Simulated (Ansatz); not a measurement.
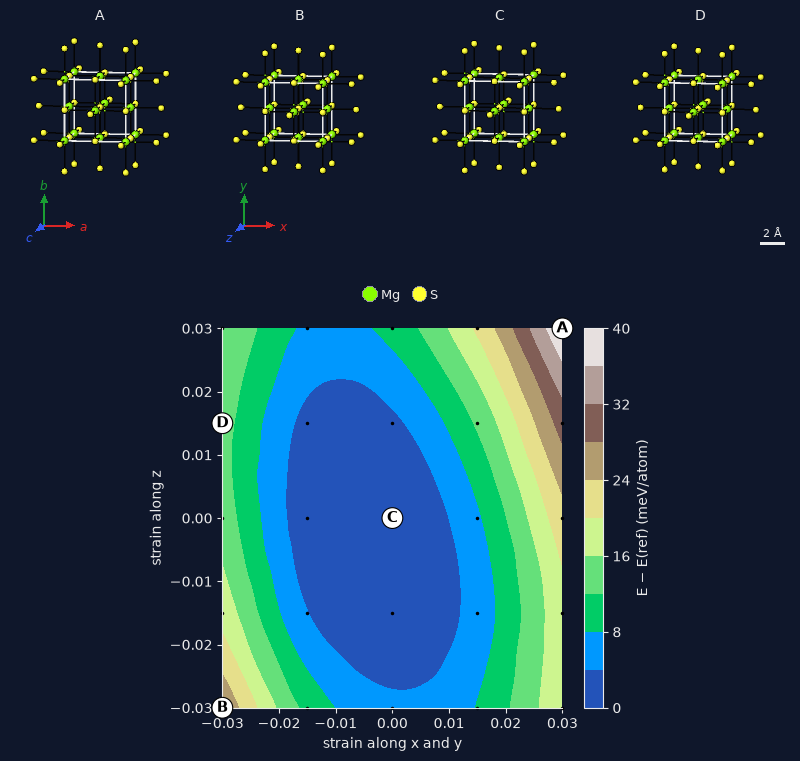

Crystalline MgS (Fm-3m): the cell is strained equally along x and y and separately along z, with the atoms kept at their fractional coordinates. x, y and z are the Cartesian axes of the input. The map is interpolated between the computed points (dots). The lettered frames are marked on it. Style: ball-and-stick. Shown: the conventional cell (4 times the calculation's cell), along the c axis, with a slight tilt. Lengths and directions refer to the drawn axes.

Method: Ansatz, DFT PBEsol, scalar-relativistic, plane waves, PAW. (plane-wave cutoff 420 eV; k-point mesh 8 × 8 × 8; occupations gaussian; smearing width 0.05 eV; no spin polarisation). Energies (free energies at the smearing named) are counted from the cell as listed in its source, which wasn't relaxed.

Question: What does the map show?

Answer: In pairs of (strain along x and y; strain along z): the lowest computed point lies at (0.000, 0.000) (0.0 meV/atom), the highest at (0.030, 0.030) (39.7 meV/atom). The valley is tilted: raising the in-plane strain is made harder by raising the strain along z (cross term 0.35 of the geometric mean of the two curvatures). Over the ranges scanned the energy rises more along the first axis, the in-plane strain. The pressure runs from −6.4 GPa at (0.030, 0.030) to 7.3 GPa at (−0.030, −0.030). The frames lie at A (0.030, 0.030): 39.7 meV/atom, B (−0.030, −0.030): 27.4 meV/atom, C (0.000, 0.000): 0.0 meV/atom, D (−0.030, 0.015): 13.5 meV/atom.

The computed points:

Rows: strain along x and y; columns: strain along z; values in meV/atom.

```tsv
	−0.030	−0.015	0.000	0.015	0.030
−0.030	27.4	18.6	14.2	13.5	16.0
−0.015	10.8	4.1	1.7	3.0	7.3
0.000	5.0	0.3	0.0	3.2	9.4
0.015	8.2	5.7	7.4	12.6	20.7
0.030	19.2	18.8	22.5	29.7	39.7
```
